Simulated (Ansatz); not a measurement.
**HfO2: single-point calculation (part 1 of 2)**

- system: HfO2 (disordered cell, 18 atoms in the cell)
- method: DFT PBE, scalar-relativistic, plane waves, PAW, no spin polarisation (Ansatz 0.2.0)

It belongs to a series of runs on one base structure; here: last frame at 3600 K on a finer mesh. Figures and captions count atoms from 1; the log counts them from 0 in places.

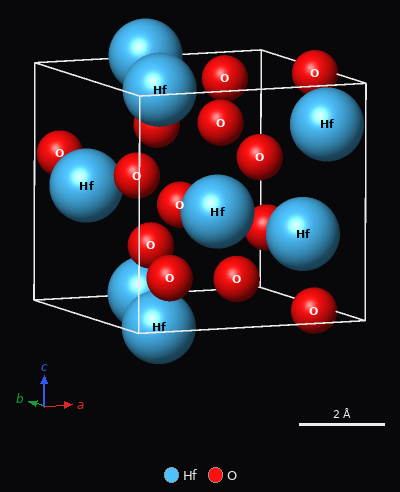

**Figure 1.** The structure as given in the input (spheres-only view of the cell of the calculation, seen slightly off an axis). An atom can appear more than once, as a periodic image.

**Input**
```yaml
crystal:
  lattice:
    - [5.913382, 0.093665, -0.026317]
    - [0.093665, 6.169229, -0.029352]
    - [-0.026317, -0.029352, 5.666068]
  atoms:
    - { symbol: Hf, position: [0.2652982534, 0.3820835568, 0.9589029264] }
    - { symbol: Hf, position: [0.8643355014, 0.0785730395, 0.8228266333] }
    - { symbol: Hf, position: [0.4133525978, 0.8372032011, 0.0308641408] }
    - { symbol: Hf, position: [0.3875967557, 0.090308817, 0.4798485266] }
    - { symbol: Hf, position: [0.8533802506, 0.2800527884, 0.3340131605] }
    - { symbol: Hf, position: [0.0554071734, 0.6248228297, 0.5323162522] }
    - { symbol: O, position: [0.1872891612, 0.1112057373, 0.2075100874] }
    - { symbol: O, position: [0.0895981759, 0.9514841893, 0.6196292483] }
    - { symbol: O, position: [0.7059434391, 0.3756697018, 0.6521177345] }
    - { symbol: O, position: [0.7493747268, 0.8044924606, 0.9212873928] }
    - { symbol: O, position: [0.4120010342, 0.1165548827, 0.8498376652] }
    - { symbol: O, position: [0.1407037734, 0.3269882707, 0.6116994732] }
    - { symbol: O, position: [0.8333479545, 0.5807496503, 0.3198395288] }
    - { symbol: O, position: [0.6005863726, 0.905467047, 0.3827460507] }
    - { symbol: O, position: [0.9320848664, 0.3395594, 0.998409553] }
    - { symbol: O, position: [0.3319805089, 0.6039562578, 0.2680206578] }
    - { symbol: O, position: [0.3774622618, 0.6511621032, 0.7679822358] }
    - { symbol: O, position: [0.5642738575, 0.2862742667, 0.1588300493] }
basis:
  ecutwfc: 420
kpoints:
  mp_grid: { grid: [3, 3, 4] }
hamiltonian:
  xc: pbe
scf:
  occupations: { method: fermi_dirac, width: 0.3102 }
output:
  forces: true
  stress: true
  eigenvalues: true
  populations: true
  write_density: true
  write_potential: true
  elf: true
  volumetric_format: npy
```

Command:
```bash
ansatz run input.yaml --threads 2 --pin off --max-ram 5120MiB --backend cpu --events-out ev --progress --plain --runs-dir out
```

**The program's output**
```
band count auto-derived: 145 (N_el = 228.0; filled up to band 114; 137 by the electrons, moments and atoms)
Engine: ansatz 0.2.0, x86_64-unknown-linux-gnu
Pseudopotentials: kind: paw
Pseudopotential: Hf, paw, valence charge 26, recommended cutoff 420 eV (normal), Hf.paw.azcp
Pseudopotential: O, paw, valence charge 6, recommended cutoff 420 eV (normal), O.paw.azcp
Functional definition: PBE
  parameter kappa = 0.804
  parameter beta = 0.06672455060314922
  exchange = pbe_x(kappa = kappa, mu = beta*pi^2/3)
  correlation = pbe_c(beta = beta)
Crystal: 18 atoms, lattice volume = 206.645 Å³
Basis set: ecut = 420 eV, 4033 PW (Γ), exchange–correlation on 80×90×80 points (8 copies of the dense FFT grid, shifted against one another)
Bands: 145, of which v1, the nominal top of the filled ones, is band 114 counted from 1 (113 counted from 0)
Symmetry: 1 space group operations
Space group: P1 (ITA 1), of the structure as read, at distance tolerance 5.9e-5 Å
k-points: 19 of 36 (time reversal used)
Non-local potential: Hf, projectors of the file, l = 0: 3, l = 1: 2, l = 2: 2, l = 3: 3
Non-local potential: O, projectors of the file, l = 0: 2, l = 1: 2, l = 2: 1
PAW form: soft (Blöchl's): semilocal exchange-correlation on the pseudo side does not see the compensation charge
PAW one-centre angular grid: Hf, 590 points (default); XC on 64 Gauss nodes
PAW one-centre angular grid: O, 110 points (default); XC on 64 Gauss nodes
Initial density: superposition of atomic densities (neutral atoms: chi_scale 0, normalization atom), corrected by the library's trained network
Initial wavefunctions: pseudopotential atomic-orbital guess
Functional: x = pbe(κ = 0.804, μ = 0.2195149727645171), c = pbe(β = 0.06672455060314922)
SCF iter   1: F=—  HF=-101153.198828 eV  |F-HF|=—  |Δ(HF+E_count)|=         —  Δρ=7.51e-3  dr2=1.23e-1  ethr=1.77e-3  ⟨swp⟩=5.0  Hψ=8859  notcnv=0
preconditioner: auto → Resta (q_TF=auto, 2.773 Å⁻¹)  ε∞=5.2  [insulator: Δε(μ)=2.077 eV  Ē_g=18.497 eV  σ=0.310 eV  W_gap=0.93  n_scr=80 (ndim 8)  ℏωp=38.0 eV  f_vac=0.080  D(μ)=0.38/eV (n_scr^D=0)  ε∞_Penn≈5.2]
SCF iter   2: F=—  HF=-101153.178944 eV  |F-HF|=—  |Δ(HF+E_count)|=   1.99e-2  Δρ=4.10e-3  dr2=2.10e-2  ethr=5.41e-5  ⟨swp⟩=2.0  Hψ=4695  notcnv=0
SCF iter   3: F=—  HF=-101153.177017 eV  |F-HF|=—  |Δ(HF+E_count)|=   1.93e-3  Δρ=1.89e-3  dr2=7.50e-3  ethr=9.19e-6  ⟨swp⟩=2.0  Hψ=4282  notcnv=0
SCF iter   4: F=—  HF=-101153.177142 eV  |F-HF|=—  |Δ(HF+E_count)|=   1.25e-4  Δρ=5.38e-4  dr2=5.94e-4  ethr=3.29e-6  ⟨swp⟩=2.0  Hψ=4340  notcnv=0
SCF iter   5: F=—  HF=-101153.177237 eV  |F-HF|=—  |Δ(HF+E_count)|=   9.49e-5  Δρ=3.36e-4  dr2=2.14e-4  ethr=2.60e-7  ⟨swp⟩=2.0  Hψ=4522  notcnv=0
SCF iter   6: F=—  HF=-101153.177226 eV  |F-HF|=—  |Δ(HF+E_count)|=   1.09e-5  Δρ=1.05e-4  dr2=2.43e-5  ethr=9.40e-8  ⟨swp⟩=2.0  Hψ=4257  notcnv=0
SCF iter   7: F=—  HF=-101153.177002 eV  |F-HF|=—  |Δ(HF+E_count)|=   2.24e-4  Δρ=5.87e-5  dr2=7.51e-6  ethr=1.07e-8  ⟨swp⟩=2.0  Hψ=4510  notcnv=0
SCF iter   8: F=—  HF=-101153.177004 eV  |F-HF|=—  |Δ(HF+E_count)|=   1.62e-6  Δρ=1.98e-5  dr2=1.03e-6  ethr=3.30e-9  ⟨swp⟩=2.0  Hψ=4926  notcnv=0
SCF iter   9: F=—  HF=-101153.177004 eV  |F-HF|=—  |Δ(HF+E_count)|=   8.25e-7  Δρ=1.45e-5  dr2=4.01e-7  ethr=4.52e-10  ⟨swp⟩=2.0  Hψ=4951  notcnv=0
SCF iter  10: F=-101153.177004 eV  HF=-101153.177004 eV  |F-HF|=2.70e-8  |Δ(HF+E_count)|=   9.55e-8  Δρ=3.43e-6  dr2=2.98e-8  ethr=4.39e-11  ⟨swp⟩=8.2  Hψ=22023  notcnv=0
SCF 1 converged in 10 iterations: F = -101153.177004 eV  dr2 = 2.98e-8
  greatest PAW one-centre occupation: 0.999 electrons in one spin orbital (limit 2), on the Hf atom at site 0 (counted from 0), in its partial waves of l = 0
```

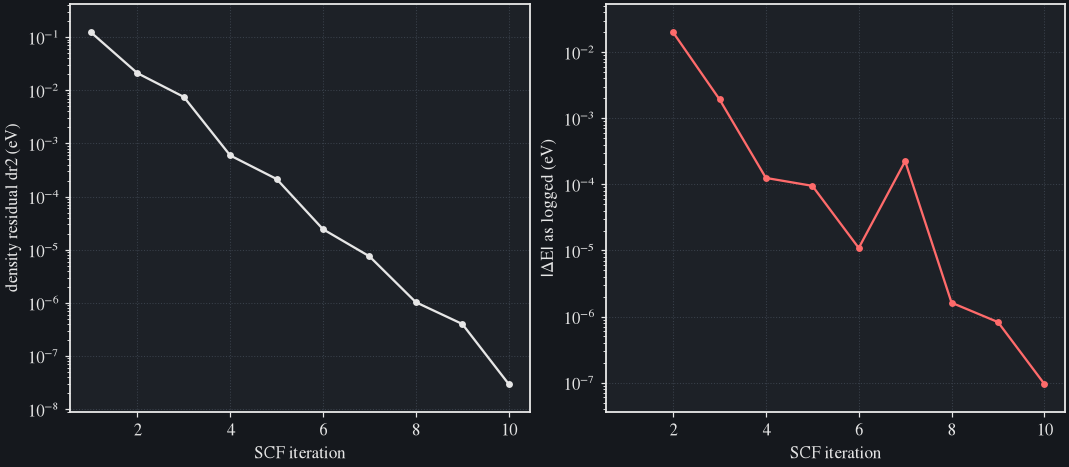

**Figure 2.** Convergence of the self-consistent field: density residual dr2 and size of the energy change against the SCF iteration. The residual falls at every step.

```
SCF converged after 10 iterations
Free energy (F): -101153.177004 eV
Harris-Foulkes:  -101153.177004 eV  (|F-HF|=2.70e-8)
Internal energy: -101152.995456 eV  (E = F + TS)
E sigma→0 (E₀):  -101153.086230 eV
Entropy (-TS):   -0.181548 eV (-10.086 meV/atom)
Fermi energy:    16.114981 eV
--- Per-component energies (eV) ---
  E_band       = 38.308867
  E_kinetic    = 4685.553672
  E_local      = -39135.214947  (includes V_loc(G=0)·N_el)
  E_nonlocal   = -6872.005473
  E_hartree    = 18006.742381
  E_xc         = -2698.945252
  E_vxc        = -2744.810058  (∫ρ·V_xc dr)
  E_paw        = -43474.197342  (= ΣΔE_a)
  E_vpaw       = 8091.282633  (= ΣTr[D̂ρ^β])
  E_aug_tail   = 0.029688  (compensation charges beyond the density's cutoff)
  E_ewald      = -31664.958182
  E_smearing   = -0.181548  (= −TS)
  E_closure    = 0.000000  (closes the sum)
  Σ components = -101153.177004   (vs F -101153.177004, Δ=0.00e0)
--- Forces (eV/Å), atoms counted from 1 ---
  atom   1  Hf     2.60596905     0.47958328     2.43511060
  atom   2  Hf    -3.43997632     1.61003244    -0.27778577
  atom   3  Hf     3.75226496     0.96210333     1.70790981
  atom   4  Hf    -1.04807591     5.14809298     3.09339620
  atom   5  Hf    -2.89794608    -3.80415692    -0.51742004
  atom   6  Hf     3.29594621     4.39149123     1.75492793
  atom   7  O     -2.11084523    -1.89756570    -1.16158609
  atom   8  O     -0.35269663    -1.90887265    -1.34120009
  atom   9  O     -0.26136174    -3.88165412    -1.16934325
  atom  10  O     -0.02082434     0.52152499     0.42921429
  atom  11  O      1.15062882    -2.38590407    -2.73515784
  atom  12  O     -0.52789211     1.05888691    -0.26638712
  atom  13  O     -0.18690568     2.32181637    -1.95184722
  atom  14  O      3.77552277    -1.95981175    -1.19115823
  atom  15  O      2.18404225     1.45148004    -0.33396269
  atom  16  O     -3.39002830     0.32799065    -0.52847258
  atom  17  O     -2.38236845    -1.49002434     0.05110011
  atom  18  O     -0.14545918    -0.94497444     2.00274664
  max |Σ_I F_I| component: 8.46e-5 eV/Å
--- Stress (GPa, compression-positive) ---
       19.971239       1.883825       5.567085
        1.883825      36.357057       7.466947
        5.567086       7.466947      32.435323
  P = ⅓ Tr σ = 29.5879 GPa (295.879 kbar)
--- Band table (eV; the first three rows and the last of 19) ---
  k-point 0: bands = ["-46.3427", "-46.2848", "-46.1675", "-46.1250", "-45.7066", "-45.6782", "-15.9478", "-15.6057", "-15.5640", "-15.4913", "-15.4069", "-15.3251", "-15.1559", "-15.1114", "-15.0304", "-14.9974", "-14.9451", "-14.8859", "-14.7782", "-14.7101", "-14.6667", "-14.5951", "-14.4653", "-14.4239", "-4.4621", "-3.3897", "-2.9332", "-2.8446", "-2.5887", "-2.4441", "-1.9446", "-1.7832", "-1.4947", "-1.3564", "-1.1891", "-0.8401", "3.7730", "3.7830", "3.7917", "3.8049", "3.8395", "3.8449", "3.8649", "3.8744", "3.8784", "3.8879", "3.9158", "3.9210", "3.9414", "3.9482", "3.9678", "3.9733", "3.9904", "4.0074", "4.0114", "4.0168", "4.0255", "4.0307", "4.0349", "4.0399", "4.0451", "4.0580", "4.0710", "4.0792", "4.4284", "4.4387", "4.4545", "4.4711", "4.4813", "4.4919", "4.4945", "4.5310", "4.5411", "4.5509", "4.5559", "4.5635", "4.5940", "4.6273", "8.4191", "8.6507", "8.9913", "9.1258", "9.2976", "9.6416", "9.7535", "10.0337", "10.2094", "10.2985", "10.5505", "10.7557", "10.8048", "11.0008", "11.1522", "11.2883", "11.4600", "11.7182", "11.8383", "11.9433", "12.0536", "12.3091", "12.4944", "12.5534", "12.7893", "12.8658", "13.0871", "13.2251", "13.3608", "13.4371", "13.7023", "13.7982", "14.0425", "14.3042", "14.6396", "14.9067", "17.1316", "17.9178", "18.2015", "18.2312", "18.5302", "18.9976", "19.2869", "19.4645", "19.7348", "20.1234", "20.1540", "20.3963", "20.6044", "20.7271", "20.9812", "21.3034", "21.5096", "21.7669", "21.8608", "22.0588", "22.2553", "22.3253", "22.5537", "23.0335", "23.2380", "23.4644", "23.7356", "23.8659", "24.2000", "24.7712", "25.2338"]
```
